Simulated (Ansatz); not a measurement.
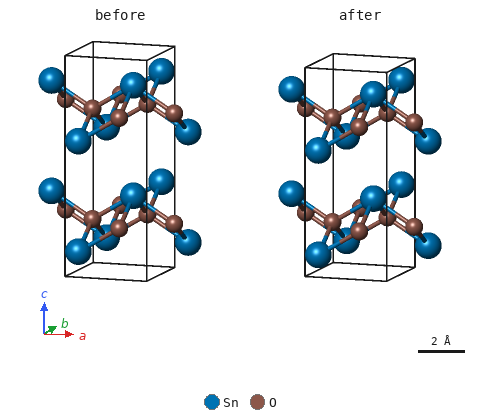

The structure of crystalline SnO (set up in Cmce) before (left) and after (right) a relaxation, at one scale.

Style: ball-and-stick. Shown: the cell of the calculation, slightly off an axis.

Case: relaxed at 3 GPa.

Level of theory: DFT r2SCAN, scalar-relativistic, plane waves, PAW (Ansatz).

The input:
```yaml
crystal:
  lattice:
    - [2.6671594931, -2.6671560767, 0.0]
    - [2.6671594931, 2.6671560767, 0.0]
    - [0.0, 0.0, 9.7887380952]
  atoms:
    - { symbol: Sn, position: [0.7500922672, 0.2499077328, 0.8660960289] }
    - { symbol: Sn, position: [0.2499077328, 0.7500922672, 0.1339039711] }
    - { symbol: Sn, position: [0.7499077328, 0.2500922672, 0.3660960289] }
    - { symbol: Sn, position: [0.2500922672, 0.7499077328, 0.6339039711] }
    - { symbol: O, position: [0.249899184, 0.250100816, 0.25] }
    - { symbol: O, position: [0.750100816, 0.749899184, 0.75] }
    - { symbol: O, position: [0.250100816, 0.249899184, 0.75] }
    - { symbol: O, position: [0.749899184, 0.750100816, 0.25] }
basis:
  ecutwfc: 500
kpoints:
  mp_grid: { grid: [10, 10, 4] }
hamiltonian:
  xc: r2scan
scf:
  occupations: { method: gaussian, width: 0.02 }
output:
  forces: true
  stress: true
  eigenvalues: true
relax:
  adjacent_minimum: "off"
  f_tol: 0.008
  max_steps: 50
  cell: { stress_tol: 0.08, p_target: 3.0 }
```

Launched with:
```bash
ansatz run input.yaml --threads 2 --pin off --max-ram 5120MiB --backend cpu --events-out ev --progress --plain --runs-dir out
```

> Summarise the run.

The largest moves relative to the cell, 0.071 Å, are those of Sn1, Sn2, Sn3 and Sn4. Sn1 goes along +c. O stays in place. Cell: a = b 3.772 → 3.773 Å (0.0 %), c 9.789 → 9.252 Å (−5.5 %). Volume −5.4 %. Among the contacts that change: Sn1–O6 2.202 → 2.207 Å. The space group stays P4/nmm (No. 129). Over 5 accepted moves (7 points after the start) the energy rises by 7.1 meV per atom. With the target pressure of 3 GPa, the enthalpy E + pV changes by −10.6 meV per atom. The largest force component goes from 0.42 to 0.0063 eV/Å. Pressure: 2.92 GPa at the start and 3.03 GPa at the end. The line search rejected the trial step at point 5 of the run. At 1 point the geometry stayed and the basis and grid were re-selected for the new cell (energy shift of 0.3 meV per atom at most each time). Cost: 5.5 min on 2 threads of Arm Neoverse V1, with other jobs on the host, peak memory 1 GiB.

Limits of the set-up: layers or molecules are held without a dispersion correction, so their spacing is unreliable.
